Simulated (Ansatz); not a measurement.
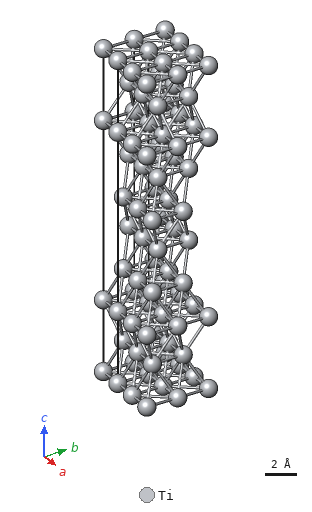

Starting structure of solid Ti (built on the samarium (9R)_166 type) (coarse preliminary run). A ball-and-stick model of the conventional cell (3 times the calculation's cell), repeated 3 × 2 × 1 with one cell outlined, seen slightly off an axis. Lengths and directions refer to the drawn axes.

Case: samarium (9R) type (R-3m, No. 166).

Computed with Ansatz 0.2.0, DFT PBE, scalar-relativistic, plane waves, PAW.

Input
```yaml
crystal:
  lattice:
    - [1.5245660577, 0.8802086238, 7.3681320941]
    - [-1.5245660577, 0.8802086238, 7.3681320941]
    - [0.0, -1.7604172477, 7.3681320941]
  atoms:
    - { symbol: Ti, position: [0.0, 0.0, 0.0] }
    - { symbol: Ti, position: [0.22222, 0.22222, 0.22222] }
    - { symbol: Ti, position: [0.77778, 0.77778, 0.77778] }
basis:
  ecutwfc: 420
kpoints:
  mp_grid: { grid: [6, 6, 6] }
hamiltonian:
  xc: pbe
scf:
  occupations: { method: gaussian, width: 0.1 }
  lower_state_search: "off"
output:
  forces: true
  stress: true
  eigenvalues: true
relax:
  adjacent_minimum: "off"
  f_tol: 0.04
  max_steps: 70
  cell: { stress_tol: 0.4 }
```

What does the optimiser find from here?

Answer. The largest moves relative to the cell, 0.015 Å, are those of Ti2 and Ti3. Ti2 goes along +c. Cell: a = b 3.049 → 2.925 Å (−4.1 %), c 22.104 → 21.196 Å (−4.1 %). Volume −11.7 %. Near-neighbour distances that change, for instance: Ti1–Ti2 3.022 → 2.886 Å, Ti1–Ti1 3.049 → 2.925 Å, Ti2–Ti3 3.022 → 2.922 Å. The space group stays R-3m (No. 166). Over 3 accepted moves (4 points after the start) the energy falls by 88.9 meV per atom. Largest force component: 0.068 eV/Å at the start, 0.0051 eV/Å at the end. The pressure goes from −11.08 to 0.02 GPa. The SCF was repeated once at an unchanged geometry on a basis and grid sized afresh for the cell, which shifted the energy by 0.3 meV per atom at most. The run took about 13 core-seconds on a shared host.

Final geometry:

```
Ti
1.0
     1.46262    0.84444    7.06549
    -1.46262    0.84444    7.06549
     0.00000   -1.68888    7.06549
Ti
3
Cartesian
  0.0000 0.0000 21.1965
  0.0000 0.0000 4.7251
  0.0000 0.0000 16.4714
```

After the run, drawn alike:

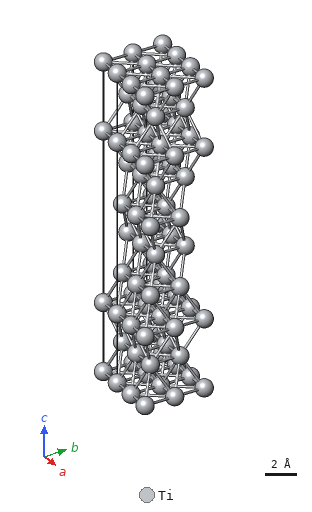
